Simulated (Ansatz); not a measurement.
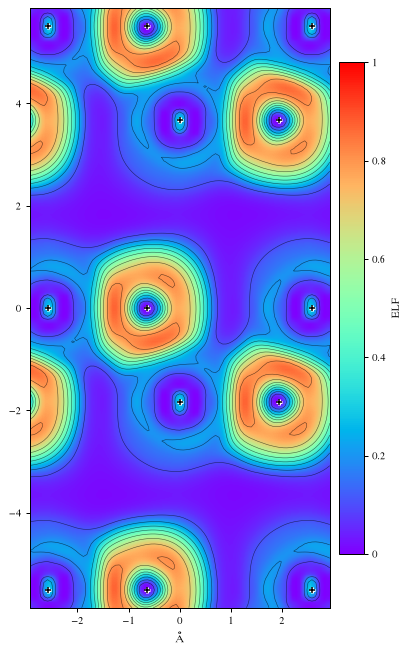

The ELF on a plane through atoms (crosses mark nuclei in the plane).

The calculation used Kohn-Sham DFT of a periodic cell, B3LYP, Ansatz PAW (Ansatz).

Candidates:
A. BN, a = 2.50 Å, b = 2.50 Å, c = 6.64 Å, α = 90.00°, β = 90.00°, γ = 120.00°. Space group P6₃/mmc; computed pressure about 2 GPa in this cell.
B. GaN, a = 3.18 Å, b = 3.18 Å, c = 5.17 Å, α = 90.00°, β = 90.00°, γ = 120.00°. Space group P6₃mc; computed pressure about 6 GPa in this cell.

> Which candidate gave the map?

Candidate B: GaN on the (110) plane of the conventional cell, which holds Ga and N. Ga–N (1.94 Å): the ELF peaks at about 0.85 in the valence shell of N, 0.7 Å from its nucleus, and is about 0.50 at the midpoint.
